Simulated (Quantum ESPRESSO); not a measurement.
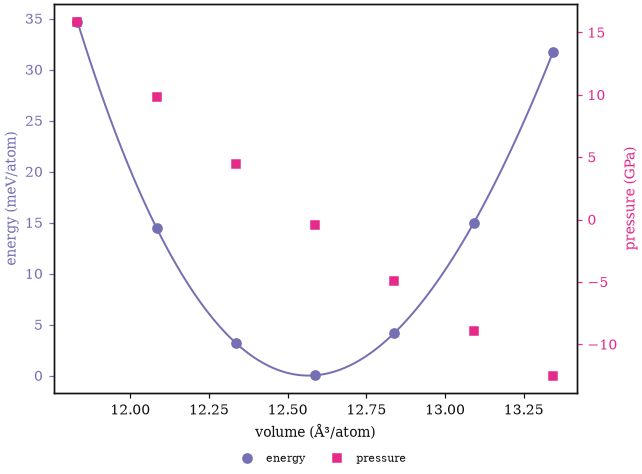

The plot gives the computed energy and pressure against volume for HfC, space group P6_3/mmc (No. 194).

Cell as given: a = 3.343 Å, b = 3.343 Å, c = 5.203 Å, α = 90.00°, β = 90.00°, γ = 120.00°; 4 atoms.

Method: plane-wave DFT, no spin polarisation; energies at scaled volumes of the given cell, shape and fractions fixed, counted from the fit's minimum, third-order Birch-Murnaghan fit (Quantum ESPRESSO 7.5). Level: PBE.

k mesh 9×9×5; occupations Fermi–Dirac; smearing width 0.05 eV; potentials SSSP 1.3 efficiency PBE; wave cutoff 816.3 eV; density cutoff 5987 eV.

How stiff is the solid, and where is its volume at rest?

A third-order Birch–Murnaghan fit gives V0 = 12.57 Å³/atom, B0 = 234 GPa and B′ = 4.1.

What does the pressure do across the range?

It falls from 15.85 GPa at volume 11.83 Å³/atom to −12.51 GPa at 13.34 Å³/atom, and changes sign near 12.56 Å³/atom.

Note: shape and atomic fractions are frozen while scaling, which makes layered, chain and framework solids too stiff.
